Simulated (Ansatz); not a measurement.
# Run report: HfN, single-point calculation

System: HfN (Fm-3m, 2 atoms in the cell).
Method: DFT, PBEsol, plane waves, PAW, Ueff = 30 eV on Hf f, no spin polarisation (Ansatz 0.2.0).

The structure derives from an entry of the Crystallography Open Database. Some settings of this run were made unusual or wrong on purpose. Figures and captions count atoms from 1; the log counts them from 0 in places.

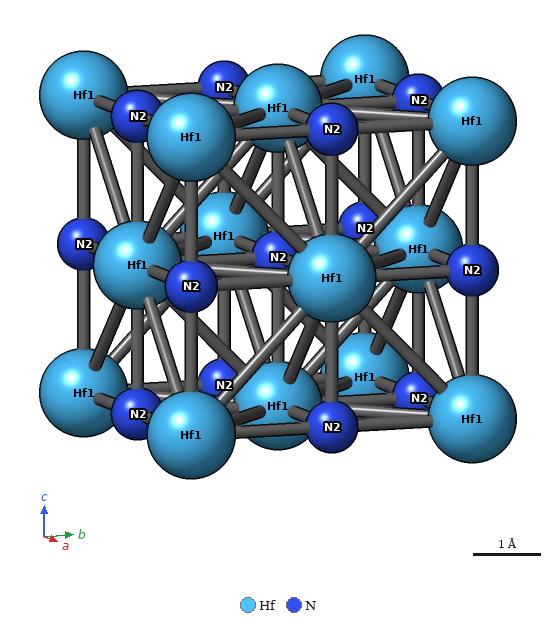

*The structure (ball-and-stick view of the cell 4 times as large as that of the calculation, set on its symmetry axes, seen slightly off an axis; atoms are numbered from 1 in the order of the input).*

Near neighbours in the crystal (not all of them lie inside the picture): Hf has 12 Hf at 3.20 Å and 6 N at 2.27 Å; N has 6 Hf at 2.27 Å.

The input
```yaml
crystal:
  lattice:
    - [0.0, 2.2660707588, 2.2660707588]
    - [2.2660707588, 0.0, 2.2660707588]
    - [2.2660707588, 2.2660707588, 0.0]
  atoms:
    - { symbol: Hf, position: [0.0, 0.0, 0.0] }
    - { symbol: "N", position: [0.5, 0.5, 0.5] }
basis:
  ecutwfc: 420
kpoints:
  mp_grid: { grid: [16, 16, 16] }
hamiltonian:
  xc: pbesol
  hubbard: { sites: [{ species: Hf, l: f, u_eff: 30.0 }] }
scf:
  occupations: { method: fermi_dirac, width: 0.15 }
  max_iter: 50
output:
  forces: true
  eigenvalues: true
  stress: true
```

Launch command:
```bash
ansatz run input.yaml --threads 1 --pin off --max-ram 3072MiB --backend cpu --events-out ev --progress --plain --runs-dir out
```

Output
```
Hf: projections on atomic orbitals take those of the free atom [Kr 4d10] 4f14 5s2 5p6 5d2 6s2, of charge +0.00 (hamiltonian.pseudopotentials.projection_atoms); the dataset's partial waves leave at most 4.9e-5 of an orbital's norm unspanned inside its sphere
N: projections on atomic orbitals take those of the free atom [He] 2s2 2p3, of charge +0.00 (hamiltonian.pseudopotentials.projection_atoms); the dataset's partial waves leave at most 9.3e-9 of an orbital's norm unspanned inside its sphere
Engine: ansatz 0.2.0, x86_64-unknown-linux-gnu
Pseudopotentials: kind: paw
Pseudopotential: Hf, paw, valence charge 26, recommended cutoff 420 eV (normal), Hf.paw.azcp
Pseudopotential: N, paw, valence charge 5, recommended cutoff 420 eV (normal), N.paw.azcp
Functional definition: PBEsol
  exchange = pbesol_x
  correlation = pbesol_c
Crystal: 2 atoms, lattice volume = 23.273 Å³
Basis set: ecut = 420 eV, 459 PW (Γ), exchange–correlation on 48×48×48 points (8 copies of the dense FFT grid, shifted against one another)
Bands: 20, of which v1, the nominal top of the filled ones, is band 16 counted from 1 (15 counted from 0)
Symmetry: 48 space group operations
Space group: Fm-3m (ITA 225), of the structure as read, at distance tolerance 2.9e-5 Å
k-points: 145 of 4096
Non-local potential: Hf, projectors of the file, l = 0: 3, l = 1: 2, l = 2: 2, l = 3: 3
Non-local potential: N, projectors of the file, l = 0: 2, l = 1: 2, l = 2: 1
PAW form: soft (Blöchl's): semilocal exchange-correlation on the pseudo side does not see the compensation charge
PAW frozen core: Hf, regenerated for the run's functional, and the local potential with it (the file was generated under x = pbe(κ = 0.804, μ = 0.2195149727645171), c = pbe(β = 0.06672455060314922))
PAW frozen core: N, regenerated for the run's functional, and the local potential with it (the file was generated under x = pbe(κ = 0.804, μ = 0.2195149727645171), c = pbe(β = 0.06672455060314922))
PAW one-centre angular grid: Hf, 590 points (default); XC on 64 Gauss nodes
PAW one-centre angular grid: N, 110 points (default); XC on 64 Gauss nodes
Initial density: superposition of atomic densities (chi_scale 0.1, normalization cell, long waves kept (reshape's long-wave potential 0.00 eV rms))
Initial wavefunctions: pseudopotential atomic-orbital guess
Functional: x = pbesol(κ = 0.804, μ = 0.12345679012345678), c = pbesol(β = 0.046)
iter 1 solved again at ethr=6.44e-4 eV; its pass at ethr=3.10e-3 eV (dr2=2.00e-1 eV) is discarded
SCF iter   1: F=—  HF=-15980.234363 eV  |F-HF|=—  |Δ(HF+E_count)|=         —  Δρ=4.61e-2  dr2=2.00e-1  ethr=6.44e-4  ⟨swp⟩=1.0  Hψ=15491  notcnv=0
preconditioner: auto → Kerker (q_TF=auto, 2.862 Å⁻¹)  [metal: Δε(μ)=0.016 eV  Ē_g=26.205 eV  σ=0.150 eV  W_gap=0.03  n_scr=14 (ndim 8)  ℏωp=41.5 eV  f_vac=0.000  D(μ)=0.59/eV (n_scr^D=0)]
SCF iter   2: F=—  HF=-15980.229210 eV  |F-HF|=—  |Δ(HF+E_count)|=   5.15e-3  Δρ=2.80e-2  dr2=7.29e-2  ethr=6.44e-4  ⟨swp⟩=1.0  Hψ=2901  notcnv=0
SCF iter   3: F=—  HF=-15980.224758 eV  |F-HF|=—  |Δ(HF+E_count)|=   4.45e-3  Δρ=4.20e-3  dr2=3.83e-3  ethr=2.35e-4  ⟨swp⟩=1.0  Hψ=2900  notcnv=0
SCF iter   4: F=—  HF=-15980.223795 eV  |F-HF|=—  |Δ(HF+E_count)|=   9.62e-4  Δρ=1.60e-3  dr2=3.92e-4  ethr=1.23e-5  ⟨swp⟩=2.8  Hψ=5923  notcnv=0
SCF iter   5: F=—  HF=-15980.223688 eV  |F-HF|=—  |Δ(HF+E_count)|=   1.07e-4  Δρ=7.74e-4  dr2=9.57e-5  ethr=1.27e-6  ⟨swp⟩=2.0  Hψ=4888  notcnv=0
SCF iter   6: F=—  HF=-15980.223653 eV  |F-HF|=—  |Δ(HF+E_count)|=   3.58e-5  Δρ=2.09e-4  dr2=7.72e-6  ethr=3.09e-7  ⟨swp⟩=2.1  Hψ=4786  notcnv=0
SCF iter   7: F=—  HF=-15980.223653 eV  |F-HF|=—  |Δ(HF+E_count)|=   6.98e-7  Δρ=4.64e-5  dr2=2.43e-7  ethr=2.49e-8  ⟨swp⟩=2.0  Hψ=5154  notcnv=0
SCF iter   8: F=-15980.223653 eV  HF=-15980.223653 eV  |F-HF|=4.06e-9  |Δ(HF+E_count)|=   4.50e-8  Δρ=5.22e-6  dr2=3.56e-9  ethr=3.23e-10  ⟨swp⟩=4.8  Hψ=11020  notcnv=0
SCF 1 converged in 8 iterations: F = -15980.223653 eV  dr2 = 3.56e-9
  greatest PAW one-centre occupation: 0.998 electrons in one spin orbital (limit 2), on the Hf atom at site 0 (counted from 0), in its partial waves of l = 3
```

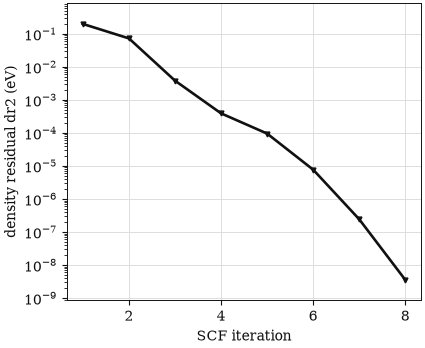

*Convergence of the self-consistent field: density residual dr2 against the SCF iteration.*

The residual falls at every step.

```
SCF converged after 8 iterations
Free energy (F): -15980.223653 eV
Harris-Foulkes:  -15980.223653 eV  (|F-HF|=4.06e-9)
Internal energy: -15980.179804 eV  (E = F + TS)
E sigma→0 (E₀):  -15980.201729 eV
Entropy (-TS):   -0.043849 eV (-21.925 meV/atom)
Fermi energy:    23.473138 eV
--- Per-component energies (eV) ---
  E_band       = -37.050164
  E_kinetic    = 555.398991
  E_local      = -4752.842505  (includes V_loc(G=0)·N_el)
  E_nonlocal   = -1192.937237
  E_hartree    = 2251.915459
  E_xc         = -358.363606
  E_vxc        = -343.688868  (∫ρ·V_xc dr)
  E_hubbard    = 0.021395  (on-site DFT+U / exact-exchange correction)
  E_vhub       = -209.935805  (the Hubbard potential's part of the band-sum identity)
  E_paw        = -6928.762433  (= ΣΔE_a)
  E_vpaw       = 1403.122238  (= ΣTr[D̂ρ^β])
  E_aug_tail   = 0.000093  (compensation charges beyond the density's cutoff)
  E_ewald      = -5555.889150
  E_core_change = 1.279190  (= ΣΔE_core)
  E_smearing   = -0.043849  (= −TS)
  E_closure    = -0.000000  (closes the sum)
  Σ components = -15980.223653   (vs F -15980.223653, Δ=0.00e0)
--- Forces (eV/Å), atoms counted from 1 ---
  atom   1  Hf    -0.00000000     0.00000000     0.00000000
  atom   2  N      0.00000000    -0.00000000    -0.00000000
  max |Σ_I F_I| component: 1.35e-29 eV/Å
--- Stress (GPa, compression-positive) ---
       -4.160655      -0.000000      -0.000000
       -0.000000      -4.160655       0.000000
        0.000000       0.000000      -4.160655
  P = ⅓ Tr σ = -4.1607 GPa (-41.607 kbar)
--- Band table (eV; the first three rows and the last of 145) ---
  k-point 0: bands = ["-39.1583", "-7.5835", "-7.5835", "-7.5835", "-4.0117", "-3.9795", "-3.9795", "-3.9795", "-3.9145", "-3.9145", "-3.9145", "6.0806", "20.5259", "20.5259", "20.5259", "23.1008", "23.1008", "23.1008", "25.1637", "25.3950"]
  k-point 1: bands = ["-39.1560", "-7.6230", "-7.5868", "-7.5868", "-4.0092", "-3.9807", "-3.9781", "-3.9781", "-3.9169", "-3.9169", "-3.9144", "6.1712", "20.1124", "20.2855", "20.2855", "23.2193", "23.2369", "23.2369", "25.4587", "25.7005"]
  k-point 2: bands = ["-39.1496", "-7.7336", "-7.5960", "-7.5960", "-4.0030", "-3.9835", "-3.9741", "-3.9741", "-3.9233", "-3.9233", "-3.9141", "6.4318", "19.1920", "19.7303", "19.7303", "23.4183", "23.5926", "23.5926", "26.2050", "26.4925"]
  k-point 144: bands = ["-39.0796", "-8.1309", "-8.1309", "-7.9233", "-3.9715", "-3.9715", "-3.9609", "-3.9536", "-3.9496", "-3.9496", "-3.9371", "7.8070", "17.3528", "18.0135", "18.0135", "24.5904", "24.5904", "28.9407", "28.9682", "29.5334"]
Occupation matrices written to [file]
```

Outcome

| quantity | value |
| --- | --- |
| outcome | converged |
| space group (tolerance 0.01 Å) | Fm-3m (225) |
| electrons treated | 31 |
| free energy | −15980.2237 eV |
| Fermi energy | 23.473 eV |
| gap on the k-point mesh | none (metallic) |
| pressure | −4.16 GPa |
| largest force (length of the vector) | under 0.001 eV/Å |
| hardware | 1 thread of AMD EPYC (Zen 5), 64 GiB of memory available, shared host |
| wall time | 2.9 s |
| peak memory | 0.44 GiB |

This input holds a deliberate fault: a U on a shell that isn't there (`hamiltonian.hubbard`). The program still converged, but the numbers can't be taken as results for the intended system. Results for this metal are sensitive to the k-point mesh.
